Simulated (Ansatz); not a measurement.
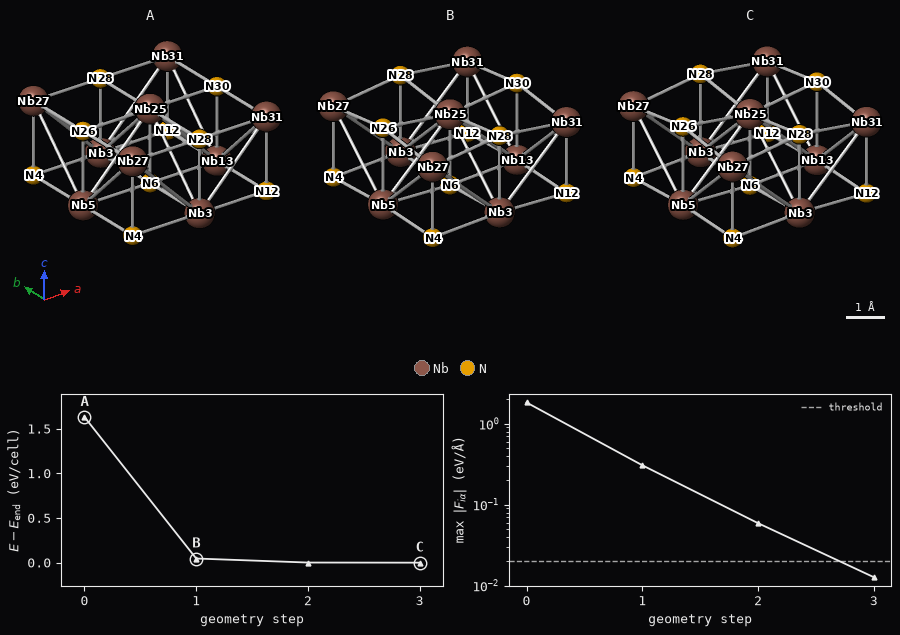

Frames of a constrained relaxation of a slab of composition NbN (cut from the Fm-3m phase), marked on the history of the run. A ball-and-stick model of the atoms within 4.2 Å of the atom that moves most (axes of the 1 × 2 repeat of the cell, outlined in the plane, without the vacuum (origin shifted)), seen from a free direction.

Case: flat (0 0 1) slab. 12 atoms are held fixed.

All numbers below come from DFT PBE, scalar-relativistic, plane waves, PAW in Ansatz.

Input
```yaml
crystal:
  lattice:
    - [13.2646291963, 0.0, 0.0]
    - [0.0, 4.4215430654, 0.0]
    - [0.0, 0.0, 18.6323145981]
  atoms:
    - { symbol: Nb, position: [0.1666666667, 0.0, 0.0805052959] }
    - { symbol: "N", position: [0.0, 0.0, 0.0805052959] }
    - { symbol: Nb, position: [0.1666666667, 0.5, 0.1991578402] }
    - { symbol: "N", position: [0.0, 0.5, 0.1991578402] }
    - { symbol: Nb, position: [0.0, 0.0, 0.1991578402] }
    - { symbol: "N", position: [0.1666666667, 0.0, 0.1991578402] }
    - { symbol: Nb, position: [0.0, 0.5, 0.0805052959] }
    - { symbol: "N", position: [0.1666666667, 0.5, 0.0805052959] }
    - { symbol: Nb, position: [0.5, 0.0, 0.0805052959] }
    - { symbol: "N", position: [0.3333333333, 0.0, 0.0805052959] }
    - { symbol: Nb, position: [0.5, 0.5, 0.1991578402] }
    - { symbol: "N", position: [0.3333333333, 0.5, 0.1991578402] }
    - { symbol: Nb, position: [0.3333333333, 0.0, 0.1991578402] }
    - { symbol: "N", position: [0.5, 0.0, 0.1991578402] }
    - { symbol: Nb, position: [0.3333333333, 0.5, 0.0805052959] }
    - { symbol: "N", position: [0.5, 0.5, 0.0805052959] }
    - { symbol: Nb, position: [0.8333333333, 0.0, 0.0805052959] }
    - { symbol: "N", position: [0.6666666667, 0.0, 0.0805052959] }
    - { symbol: Nb, position: [0.8333333333, 0.5, 0.1991578402] }
    - { symbol: "N", position: [0.6666666667, 0.5, 0.1991578402] }
    - { symbol: Nb, position: [0.6666666667, 0.0, 0.1991578402] }
    - { symbol: "N", position: [0.8333333333, 0.0, 0.1991578402] }
    - { symbol: Nb, position: [0.6666666667, 0.5, 0.0805052959] }
    - { symbol: "N", position: [0.8333333333, 0.5, 0.0805052959] }
    - { symbol: Nb, position: [0.1666666667, 0.0, 0.3178103844] }
    - { symbol: "N", position: [0.0, 0.0, 0.3178103844] }
    - { symbol: Nb, position: [0.0, 0.5, 0.3178103844] }
    - { symbol: "N", position: [0.1666666667, 0.5, 0.3178103844] }
    - { symbol: Nb, position: [0.5, 0.0, 0.3178103844] }
    - { symbol: "N", position: [0.3333333333, 0.0, 0.3178103844] }
    - { symbol: Nb, position: [0.3333333333, 0.5, 0.3178103844] }
    - { symbol: "N", position: [0.5, 0.5, 0.3178103844] }
    - { symbol: Nb, position: [0.8333333333, 0.0, 0.3178103844] }
    - { symbol: "N", position: [0.6666666667, 0.0, 0.3178103844] }
    - { symbol: Nb, position: [0.6666666667, 0.5, 0.3178103844] }
    - { symbol: "N", position: [0.8333333333, 0.5, 0.3178103844] }
basis:
  ecutwfc: 420
kpoints:
  mp_grid: { grid: [3, 8, 1] }
hamiltonian:
  xc: pbe
scf:
  occupations: { method: gaussian, width: 0.1 }
output:
  forces: true
  eigenvalues: true
  populations: true
  write_density: true
  write_potential: true
  elf: true
  volumetric_format: npy
relax:
  adjacent_minimum: "off"
  f_tol: 0.02
  max_steps: 45
  constraints: [{ sites: [0, 1, 6, 7, 8, 9, 14, 15, 16, 17, 22, 23] }]
efield:
  axis: 3
  dipole_correction: true
  ramp_width: 0.04
```

Command:
```bash
ansatz run input.yaml --threads 4 --pin off --max-ram 11264MiB --backend cpu --events-out ev --progress --plain --runs-dir out
```

**Describe the path.**

The largest moves, 0.16 Å, are those of Nb25, Nb27, Nb29, Nb31, Nb33 and Nb35. Nb25 goes along the normal (−c). By element the largest moves are Nb 0.16 Å, N 0.14 Å. The lattice vectors keep their values. Among the contacts that change: Nb13–Nb25 3.127 → 3.006 Å, Nb13–N30 2.211 → 2.329 Å, N12–Nb31 2.211 → 2.125 Å, N26–Nb27 2.211 → 2.230 Å. The energy falls by 1.631 eV per cell of the calculation in 3 geometry steps. The largest force component goes from 1.8 to 0.013 eV/Å. The run took 2.3 min on 4 threads of Intel(R) Xeon(R) 6975P-C (Granite Rapids), on a shared host, peak memory 4.5 GiB. From step 0 to 1: Nb atoms move most (0.16 Å), energy −1.585 eV per cell of the calculation. From step 1 to 3: N atoms move most (0.04 Å), energy −46.5 meV per cell of the calculation.

```csv
step,"E − E(0), meV/atom","largest force component, eV/Å"
0,0.00,1.8332
1,-44.02,0.3070
2,-45.28,0.0590
3,-45.32,0.0127
```
